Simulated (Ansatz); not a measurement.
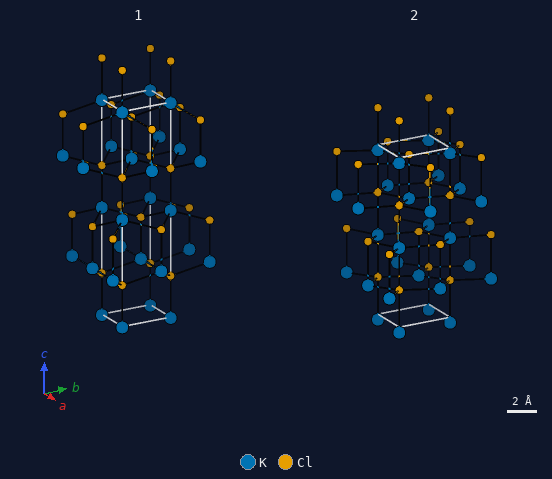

Two geometries of crystalline KCl (built on the 4H polytype type), drawn at one scale. One is the start of a relaxation, the other its converged end. Style: ball-and-stick. Shown: the cell of the calculation, slightly off an axis.

All numbers below come from Ansatz 0.2.0, DFT, r2SCAN+rVV10, plane waves, PAW. Set-up: plane-wave cutoff 500 eV; k-point mesh 6 × 6 × 2; occupations fermi dirac; smearing width 0.03 eV; no spin polarisation; cell and atoms relaxed; force threshold 0.01 eV/Å; at most 120 steps.

> Which of the two is the end point?

Structure 2 is the relaxed one. The largest moves relative to the cell, 0.41 Å, are those of Cl atoms. Largest moves by element: Cl 0.41 Å, K 0.40 Å. The volume changes by −13.2 %, with a = b 4.996 → 5.245 Å (+5.0 %), c 15.456 → 12.177 Å (−21.2 %). Among the contacts that change: Cl–K 4.703 → 3.030 Å, Cl–K 3.000 → 3.170 Å, Cl–K 3.025 → 3.059 Å, Cl–K 3.008 → 3.029 Å. New bonds form, among them: Cl–K (4.70 → 3.03 Å). Among the angles between lasting bonds that change: K–Cl–K 106.4° → 88.4°, Cl–K–Cl 106.4° → 88.4°, Cl–K–Cl 106.5° → 88.9°. The space group stays P6_3mc (No. 186). The energy falls by 0.339 eV per cell of the calculation in 9 accepted moves (10 points after the start). The largest force component goes from 0.016 to 0.0026 eV/Å. The pressure goes from 0.07 to 0.00 GPa. The SCF was repeated once at an unchanged geometry on a basis and grid sized afresh for the cell, which shifted the energy by 0.7 meV per cell of the calculation at most. Cost: 2.4 min on 4 threads of Arm Neoverse V1, on a shared host, peak memory 1.7 GiB.
